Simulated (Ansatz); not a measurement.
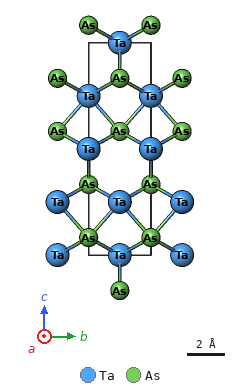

Crystalline TaAs (set up in I4_1md), before the relaxation. A ball-and-stick model of the conventional cell (2 times the calculation's cell), seen along the a axis. Lengths and directions refer to the drawn axes.

Computed with DFT PBE, scalar-relativistic, plane waves, PAW in Ansatz.

Input file:
```yaml
crystal:
  lattice:
    - [-1.7218133622, 1.7218133622, 5.8679415361]
    - [1.7218133622, -1.7218133622, 5.8679415361]
    - [1.7218133622, 1.7218133622, -5.8679415361]
  atoms:
    - { symbol: Ta, position: [0.4999673, 0.9999673, 0.5] }
    - { symbol: Ta, position: [0.7499673, 0.7499673, 0.0] }
    - { symbol: As, position: [0.08263212, 0.58263212, 0.5] }
    - { symbol: As, position: [0.33263212, 0.33263212, 0.0] }
basis:
  ecutwfc: 420
kpoints:
  mp_grid: { grid: [18, 18, 18] }
hamiltonian:
  xc: pbe
scf:
  occupations: { method: gaussian, width: 0.1 }
output:
  forces: true
  stress: true
  eigenvalues: true
  write_density: true
  write_potential: true
  elf: true
  volumetric_format: npy
relax:
  adjacent_minimum: "off"
  f_tol: 0.01
  max_steps: 80
  cell: { stress_tol: 0.05 }
```

Launched with:
```bash
ansatz run input.yaml --threads 2 --pin off --max-ram 5120MiB --backend cpu --events-out ev --progress --plain --runs-dir out
```

> What does the optimiser find from here?

Over 2 accepted moves (4 points after the start) the energy falls by 1.5 meV per atom. The largest force component goes from 0.023 to under 0.0001 eV/Å. Pressure: 2.11 GPa at the start and 0.00 GPa at the end. The line search rejected the trial step at point 1 of the run. The SCF was repeated once at an unchanged geometry on a basis and grid sized afresh for the cell, which shifted the energy by 0.1 meV per atom at most. No atom moves by more than 0.005 Å relative to the cell. Cell: a = b 3.444 → 3.463 Å (+0.6 %), c 11.736 → 11.735 Å (0.0 %). Volume +1.1 %. Some distances before and after: Ta1–As3 2.621 → 2.632 Å, Ta1–As4 2.612 → 2.622 Å. The space group stays I4_1md (No. 109).

History of the run:

| step | E − E(0), meV/atom | largest force component, eV/Å | pressure, GPa | volume, Å³/atom | note |
| --- | --- | --- | --- | --- | --- |
| 0 | 0.00 | 0.0234 | 2.11 | 17.396 |  |
| 1 | 0.46 | 0.0351 | -2.27 | 17.811 | rejected |
| 2 | -1.46 | 0.0025 | -0.04 | 17.592 |  |
| 3 | -1.46 | 0.0001 | -0.01 | 17.590 |  |
| 4 | -1.51 | 0.0001 | 0.00 | 17.590 | same geometry, new basis |
